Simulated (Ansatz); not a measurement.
## Single-point calculation of C$_{24}$Cl (part 3 of 3)

The same run, continued: C$_{24}$Cl (slab, 25 atoms in the cell); DFT PBE+D3(BJ), scalar-relativistic, plane waves, PAW, PAW set soft_1, spin-polarised (Ansatz 0.2.0); cutoff 420 eV, 6×4×1 k-mesh, Gaussian smearing of 0.05 eV, collinear spins. The structure derives from an entry of the Crystallography Open Database.

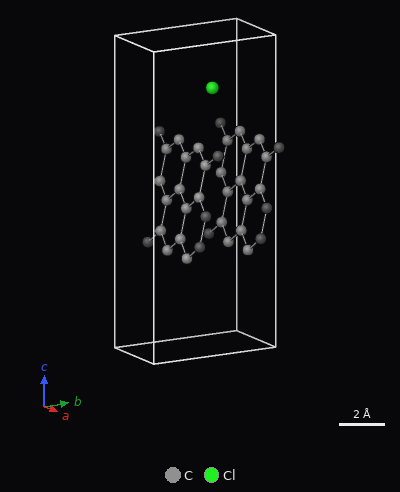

The structure as given in the input (ball-and-stick view of the cell of the calculation, with the vacuum cut short, seen slightly off an axis; neighbours outside the cell are drawn fainter). An atom can appear more than once, as a periodic image.

### What the program printed, continued
```
SCF iter  36: F=—  HF=-7080.493558 eV  |F-HF|=—  |Δ(HF+E_count)|=   5.15e-8  Δρ=3.41e-6 (↑1.08e-6 ↓3.41e-6)  dr2=3.30e-7  dr2_m=3.19e-8  M=0.001 μB ∫|m|=8.243 μB  β_m=0.82  ethr=6.31e-11  p=-0.403 e·Å  D=-9.69e-2 V/Å  ΔV_dip=2.15 eV  dr2_dipole=1.26e-7  V_vac-E_F(+/−)=7.51/5.36 eV  ⟨swp⟩=12.0  Hψ=13568  notcnv=0  recentre
SCF iter  37: F=—  HF=-7080.493558 eV  |F-HF|=—  |Δ(HF+E_count)|=   5.12e-8  Δρ=3.11e-6 (↑9.80e-7 ↓3.11e-6)  dr2=3.94e-7  dr2_m=1.93e-8  M=0.001 μB ∫|m|=8.243 μB  β_m=0.85  ethr=6.31e-11  p=-0.403 e·Å  D=-9.69e-2 V/Å  ΔV_dip=2.15 eV  dr2_dipole=1.50e-7  V_vac-E_F(+/−)=7.51/5.36 eV  ⟨swp⟩=2.0  Hψ=2486  notcnv=0
SCF iter  38: F=-7080.493558 eV  HF=-7080.493558 eV  |F-HF|=1.68e-8  |Δ(HF+E_count)|=   1.02e-8  Δρ=1.13e-6 (↑7.84e-7 ↓1.13e-6)  dr2=3.33e-8  dr2_m=4.49e-9  M=0.001 μB ∫|m|=8.243 μB  ethr=6.31e-11  p=-0.403 e·Å  D=-9.69e-2 V/Å  ΔV_dip=2.15 eV  dr2_dipole=9.45e-9  V_vac-E_F(+/−)=7.51/5.36 eV  ⟨swp⟩=11.7  Hψ=14122  notcnv=0
SCF 1 converged in 38 iterations: F = -7080.493558 eV  dr2 = 3.33e-8
  greatest PAW one-centre occupation: 0.914 electrons in one spin orbital (limit 2), on the Cl atom at site 24 (counted from 0), in its partial waves of l = 0
WARN: The output density's exchange-correlation potential varies sharply where the density is thin. Do not read a vacuum level from v_tot or v_xc, or from such a field of the output density. On a cell that repeats whose density bears no net charge and no dipole along the vacuum's axis use v_es (v_loc + v_h of the components); under efield.dipole_correction with no amplitude use v_es + v_field, which holds any external_charges[].barrier, or the levels of the report's work_function block, which leave it out; under a non-zero efield.amplitude the vacuum is tilted and has no level; on a cell that repeats and bears such a dipole with no correction it is tilted too, and efield.dipole_correction with no amplitude gives each side of its ramp a level where efield: is served; in a cell that repeats whose density bears a net charge (total_charge, or a fill off its count) it is curved and has none; of a slab under crystal.periodic whose density bears no net charge use v_es, which has a level on each side, short of where the two are joined; of another it falls or rises all the way out and has none; of a slab beside external_charges read slab_vacuum_level instead, which it has where they leave it neutral. The grid or the basis barely resolves most such structure, and the values can differ between equally converged runs; as a rule a tighter scf.convergence.dr2_threshold does not remove it. Where the density itself ripples (under the LDA too) a higher basis.ecutwfc lessens it. The files hold the spikes' plane waves up to the density's cutoff. Files: v_tot_of_output_density and the like, and their columns of v_z.tsv (output.write_potential); v_xc_of_output_density and the like, and their columns of v_comp_z.tsv (output.write_potential_components). Measured: with its Gaussian average of σ = 0.25 Å subtracted twice, the exchange-correlation potential is over 0.1 eV at 1554 of the grid points where the equally averaged density (valence and model cores) is under 1e-3 e/Å³, and 0.622 eV at the most among them, at an averaged density of 7.8e-4 e/Å³. The input density's (outcome.potential() and, of a run that writes arrays, v_tot and v_xc) is over 0.1 eV, so measured, at 1075 points of its own thin density, 0.623 eV at the most. See output.write_potential in the manual, Limitations
SCF converged after 38 iterations
Magnetization: 0.0006 μB (51.5003 up, 51.4997 down)
Absolute magnetization: 8.2596 μB (∫|ρ↑−ρ↓|, with the PAW one-centre terms)
Spin contamination: 3.8319 ħ² per cell (⟨S²⟩ above its minimum at these occupations)
Per-site moments (μB) at R_I (Å): [(-0.3454599743925448, 0.5870470484717351), (0.42791120764065066, 0.5870470484717352), (0.18894412293016027, 0.5870470484717353), (0.4279326300342177, 0.5870470484717353), (-0.00020108025210327103, 0.5870470484717353), (-0.010394813433005645, 0.5870470484499222), (-0.00021072291955107124, 0.5870470484717351), (-0.0049882855032639456, 0.5870470484499222), (-0.0018470498349314184, 0.5834366291622244), (0.046601545250220935, 0.5834366292802302), (-0.0018479835624084049, 0.5834366291622245), (0.06730806055994482, 0.5834366292802302), (-0.025276472033720344, 0.5834366291622245), (-0.021954558610020325, 0.5834366292802302), (-0.05428731172043963, 0.5834366291622244), (-0.02195839427268825, 0.5834366292802302), (0.02239041462856008, 0.5690668742164645), (0.014701157703226834, 0.5690668742164645), (0.012922240425355296, 0.5690668742164646), (0.01470482389043622, 0.5690668742164645), (-0.3095989064391342, 0.5690668742164645), (0.2650116668357219, 0.5690668742164645), (-0.30960495468832916, 0.5690668742164646), (-0.31377874587492005, 0.5690668742164645), (-0.11955188160760327, 1.2428737823862832)]
Free energy (F): -7080.493558 eV
Harris-Foulkes:  -7080.493558 eV  (|F-HF|=1.68e-8)
Internal energy: -7080.480534 eV  (E = F + TS)
E sigma→0 (E₀):  -7080.487046 eV
Entropy (-TS):   -0.013024 eV (-0.521 meV/atom)
Fermi energy:    -2.443141 eV
Dipole field:    D = -0.096791 V/Å  (p = -0.402423 e·Å, saw-weighted, corrected)
Work function:   Φ+ = 7.5088 eV   Φ− = 5.3574 eV
Levels:          The Fermi level and band energies are counted from a zero that moves with the ramp; work functions are not
--- Per-component energies (eV) ---
  E_band       = -1096.622907
  E_kinetic    = 2232.414292
  E_local      = -51925.041763  (includes V_loc(G=0)·N_el)
  E_nonlocal   = 600.794934
  E_hartree    = 24836.158981
  E_xc         = -1217.093483
  E_vxc        = -1480.479221  (∫ρ·V_xc dr)
  E_paw        = -3058.237876  (= ΣΔE_a)
  E_vpaw       = -187.711308  (= ΣTr[D̂ρ^β])
  E_aug_tail   = 0.000497  (compensation charges beyond the density's cutoff)
  E_efield     = 0.019475  (sawtooth field / dipole correction)
  E_vefield    = -8.911362  (∫n·V_field dr)
  E_ewald      = 21453.474810
  E_disp       = -2.970401  (pairwise vdW)
  E_smearing   = -0.013024  (= −TS)
  E_closure    = 0.000000  (closes the sum)
  Σ components = -7080.493558   (vs F -7080.493558, Δ=0.00e0)
--- Forces (eV/Å), atoms counted from 1 ---
  atom   1  C     -0.00048811     0.53531344     2.63511031
  atom   2  C     -0.03009523     0.53351860     2.50806460
  atom   3  C     -0.00054856     0.30626052     1.30795644
  atom   4  C      0.03040474     0.53394922     2.50795361
  atom   5  C     -0.38085887    -0.71410692    -3.20091325
  atom   6  C      0.00000998    -0.74746076    -3.58571400
  atom   7  C      0.38209202    -0.71398698    -3.20096801
  atom   8  C     -0.00029792    -0.72232419    -3.43759950
  atom   9  C      0.13775632     0.27667231     1.22384863
  atom  10  C      0.00126388     0.23532275     1.08353139
  atom  11  C     -0.13828110     0.27652945     1.22394857
  atom  12  C      0.00116668     0.20517604     0.92185973
  atom  13  C      0.00067689     0.02880447     0.51258025
  atom  14  C     -0.00612362     0.13796862     0.53530722
  atom  15  C      0.00058275     0.05984151     0.45354549
  atom  16  C      0.00426007     0.13795149     0.53544087
  atom  17  C      0.00184732    -0.08651802    -0.18285053
  atom  18  C     -0.02432105    -0.11066826    -0.47780776
  atom  19  C      0.00136078    -0.03442313    -0.11961195
  atom  20  C      0.02879004    -0.11048009    -0.47791625
  atom  21  C      0.46033131     0.26496332     0.27812018
  atom  22  C     -0.00254607    -0.03124176    -0.14655879
  atom  23  C     -0.46431319     0.26463418     0.27761505
  atom  24  C     -0.00258095    -0.15238722     0.25099464
  atom  25  Cl    -0.00008836    -0.37326701    -1.42596095
  max |Σ_I F_I| component: 4.16e-5 eV/Å
--- Band table (eV; the first three rows and the last of 28) ---
  k-point 0 ↑: bands = ["-21.5934", "-21.2723", "-20.0034", "-19.6105", "-17.7088", "-17.3938", "-17.3204", "-17.2758", "-17.2311", "-17.0742", "-15.7656", "-15.6978", "-15.4134", "-15.3364", "-15.0500", "-13.9044", "-13.8225", "-13.5829", "-13.5463", "-13.3004", "-12.8781", "-10.2784", "-10.1796", "-9.9666", "-9.7791", "-9.5483", "-9.3000", "-8.7987", "-8.7611", "-8.5566", "-8.4998", "-8.4408", "-7.7572", "-7.4562", "-6.9518", "-6.3709", "-6.3653", "-6.1259", "-5.2627", "-5.2414", "-5.0675", "-5.0534", "-4.6786", "-4.6704", "-4.6068", "-3.9254", "-3.8196", "-3.5676", "-3.0902", "-3.0765", "-2.8850", "-2.2723", "-2.1389", "-2.0459", "-1.7504", "-1.5195", "-1.4869", "-0.9145", "-0.4163", "-0.3640", "0.0440", "0.0456", "0.6313", "1.4702", "2.5817", "2.7532", "3.7634", "4.0084", "4.2404", "4.3832", "5.0104", "5.1192", "5.3595", "5.4816", "5.6311", "5.7985", "6.0614"]
  k-point 1 ↑: bands = ["-21.5629", "-21.3076", "-19.9871", "-19.6292", "-17.6999", "-17.4049", "-17.3296", "-17.3201", "-17.1855", "-17.0616", "-15.7703", "-15.7053", "-15.4034", "-15.3292", "-15.0500", "-13.9087", "-13.8284", "-13.5770", "-13.5421", "-13.2974", "-12.8796", "-10.1799", "-10.0589", "-9.9669", "-9.7795", "-9.5487", "-9.2969", "-8.7983", "-8.7652", "-8.7598", "-8.5580", "-8.3205", "-7.7567", "-7.4568", "-7.2098", "-6.3650", "-6.2210", "-6.1263", "-5.4051", "-5.2788", "-5.2246", "-5.1857", "-4.6618", "-4.5544", "-4.5131", "-3.9192", "-3.8258", "-3.5612", "-3.0900", "-3.0807", "-2.8585", "-2.2813", "-2.1697", "-1.9428", "-1.7482", "-1.4768", "-1.4694", "-0.9156", "-0.4059", "-0.3545", "0.1255", "0.1307", "0.7617", "1.4220", "2.7799", "3.3050", "3.7645", "4.2297", "4.3284", "4.5752", "4.7524", "5.0522", "5.1459", "5.3497", "5.6440", "5.8880", "5.9994"]
  k-point 2 ↑: bands = ["-21.5203", "-21.3549", "-19.9689", "-19.6497", "-17.6906", "-17.4149", "-17.3447", "-17.3396", "-17.1598", "-17.0499", "-15.7748", "-15.7122", "-15.3939", "-15.3221", "-15.0500", "-13.9130", "-13.8341", "-13.5714", "-13.5380", "-13.2943", "-12.8813", "-10.1802", "-9.9672", "-9.7800", "-9.5493", "-9.5297", "-9.4282", "-9.2789", "-8.7804", "-8.7585", "-8.5596", "-7.9340", "-7.7562", "-7.6685", "-7.4574", "-6.3646", "-6.1266", "-5.9621", "-5.6616", "-5.3686", "-5.3377", "-5.2127", "-4.6569", "-4.4959", "-4.4569", "-3.9162", "-3.8286", "-3.5566", "-3.0893", "-3.0843", "-2.8246", "-2.2847", "-2.1477", "-1.9006", "-1.7465", "-1.4526", "-1.4441", "-0.9166", "-0.3661", "-0.3160", "0.1861", "0.1937", "0.9555", "1.3049", "3.1736", "3.4114", "4.2230", "4.4373", "4.6567", "4.7591", "4.9846", "5.0659", "5.1301", "5.2039", "5.2454", "5.2619", "5.9494"]
  k-point 13 ↓: bands = ["-20.4648", "-20.4293", "-20.2728", "-20.2401", "-18.9380", "-18.8433", "-18.7361", "-18.6252", "-16.7283", "-16.5426", "-16.4606", "-16.3732", "-15.1673", "-12.9722", "-12.8059", "-12.7802", "-12.6709", "-11.6356", "-11.5883", "-11.5662", "-11.5485", "-11.0817", "-11.0207", "-10.9597", "-10.8852", "-9.4408", "-9.4351", "-9.3026", "-9.2958", "-8.8077", "-8.7902", "-8.7547", "-8.7395", "-8.6977", "-8.5610", "-7.5628", "-7.5190", "-7.0757", "-7.0207", "-6.1087", "-5.9773", "-4.9642", "-4.8463", "-4.7167", "-4.2155", "-4.1508", "-4.0592", "-3.9707", "-3.9143", "-2.9514", "-2.8634", "-2.4585", "-2.2993", "-1.9296", "-1.8879", "-1.5663", "-0.1545", "0.1250", "0.2671", "0.3566", "2.4755", "2.6605", "2.8927", "3.0362", "4.2244", "4.3733", "4.6056", "4.6335", "4.6638", "4.7308", "4.9214", "4.9820", "5.5634", "5.6573", "5.7539", "5.7679", "5.8494"]
--- Löwdin populations: 25 sites ---
  site symbol       q [e]    m [muB]
     0      C      3.8474    -1.0042
     1      C      3.9140     1.2038
     2      C      3.9928     0.5692
     3      C      3.9139     1.2039
     4      C      3.9933     0.0129
     5      C      3.9898    -0.1233
     6      C      3.9933     0.0128
     7      C      3.9885    -0.1167
     8      C      3.9662     0.0015
     9      C      3.9709     0.1146
    10      C      3.9662     0.0015
    11      C      3.9725     0.1452
    12      C      3.9529    -0.0682
    13      C      3.9499    -0.0684
    14      C      3.9583    -0.1189
    15      C      3.9499    -0.0684
    16      C      3.9800     0.1052
    17      C      3.9886     0.0358
    18      C      3.9871     0.0956
    19      C      3.9886     0.0358
    20      C      3.8820    -0.8654
    21      C      3.8305     0.8046
    22      C      3.8820    -0.8654
    23      C      3.8468    -0.9318
    24     Cl      7.2438    -0.1115
  spilling = 0.010204 (of n_electrons = 103.000000)
```

### File populations.tsv
```
# site	symbol	l	j	q_up	q_dn
# orbitals = lowdin
# n_electrons = 103.000000
# spilling = 0.010204
0	C	0_2S	-	0.465512	0.639639
0	C	1_2P	-	0.956093	1.786145
1	C	0_2S	-	0.636706	0.440011
1	C	1_2P	-	1.922194	0.915040
2	C	0_2S	-	0.626210	0.516376
2	C	1_2P	-	1.654749	1.195425
3	C	0_2S	-	0.636708	0.440006
3	C	1_2P	-	1.922209	0.915014
4	C	0_2S	-	0.453070	0.452613
4	C	1_2P	-	1.549989	1.537592
5	C	0_2S	-	0.446035	0.458382
5	C	1_2P	-	1.487212	1.598136
6	C	0_2S	-	0.453069	0.452613
6	C	1_2P	-	1.549983	1.537611
7	C	0_2S	-	0.446528	0.457104
7	C	1_2P	-	1.489339	1.595479
8	C	0_2S	-	0.450142	0.453403
8	C	1_2P	-	1.533746	1.528940
9	C	0_2S	-	0.458713	0.443207
9	C	1_2P	-	1.584041	1.484945
10	C	0_2S	-	0.450142	0.453402
10	C	1_2P	-	1.533746	1.528939
11	C	0_2S	-	0.458811	0.439441
11	C	1_2P	-	1.600035	1.474190
12	C	0_2S	-	0.454701	0.469215
12	C	1_2P	-	1.487647	1.541314
13	C	0_2S	-	0.458500	0.460156
13	C	1_2P	-	1.482244	1.548988
14	C	0_2S	-	0.450167	0.467286
14	C	1_2P	-	1.469536	1.571358
15	C	0_2S	-	0.458498	0.460159
15	C	1_2P	-	1.482239	1.548984
16	C	0_2S	-	0.453164	0.441566
16	C	1_2P	-	1.589404	1.495848
17	C	0_2S	-	0.448283	0.444500
17	C	1_2P	-	1.563930	1.531886
18	C	0_2S	-	0.451580	0.441927
18	C	1_2P	-	1.589730	1.503824
19	C	0_2S	-	0.448284	0.444499
19	C	1_2P	-	1.563939	1.531882
20	C	0_2S	-	0.452419	0.587482
20	C	1_2P	-	1.055905	1.786220
21	C	0_2S	-	0.594261	0.460999
21	C	1_2P	-	1.723292	1.051961
22	C	0_2S	-	0.452420	0.587479
22	C	1_2P	-	1.055905	1.786213
23	C	0_2S	-	0.460257	0.594770
23	C	1_2P	-	0.997252	1.794506
24	Cl	0_3S	-	0.994761	0.997316
24	Cl	1_3P	-	2.571374	2.680367
```

### Key numbers

```csv
quantity,value
outcome,converged
electrons treated,103
free energy,−7080.4936 eV
"work function, top face",7.51 eV
"work function, bottom face",5.36 eV
Fermi energy,−2.443 eV
gap on the k-point mesh,none (metallic)
net moment of the cell,0.00 μB
integrated absolute moment,8.26 μB
work function (upper face),7.51 eV
largest force (length of the vector),3.663 eV/Å
hardware,"4 threads of Arm Neoverse V1, 24 GiB of memory available, shared host"
wall time,2.2 min (CPU time 8.2 min)
peak memory,2.1 GiB
```

### Remarks

Notes on the run: the exchange-correlation potential is rough where the density is thin.
